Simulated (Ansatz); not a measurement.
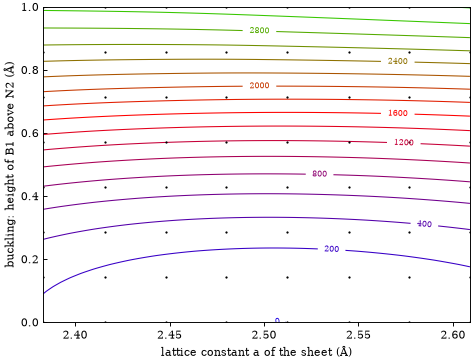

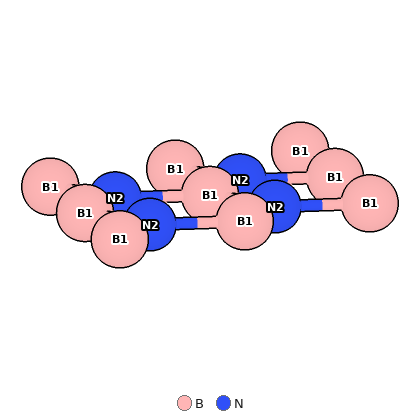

Energy landscape of a two-dimensional sheet of BN (2 atoms in the cell). The lattice constant and the buckling of a sheet are varied, nothing relaxed. The first coordinate is: lattice constant a of the sheet (both vectors scaled alike); the second: buckling: height of B1 above N2. The grid has 8 × 8 points. Points are written as (first, second). Energies: meV/atom, counted from the lowest grid point. Theory: Ansatz, DFT PBE+D3(BJ), scalar-relativistic, plane waves, PAW. Settings: cutoff 420 eV, k-mesh 12×12×1, gaussian smearing 0.02 eV, no spin polarisation.

The picture shows contour lines labelled in meV/atom, dots at the grid points. Between grid points the surface is interpolated. The second picture is the structure at the lowest point.

> What does the map say about the system?

The lowest grid point is at (2.512 Å, 0.000 Å). It lies on the edge of the map, which is a mirror line here (the flat sheet). The highest grid point, (2.609 Å, 1.000 Å), lies 3212 meV/atom above the lowest.

Each point was launched as `ansatz run input.yaml --threads 1 --pin off --max-ram 3072MiB --backend cpu --events-out ev --progress --plain --runs-dir out`. The whole map (64 points run) took 3.8 min on 1 thread of Arm Neoverse V1, with other jobs on the host.
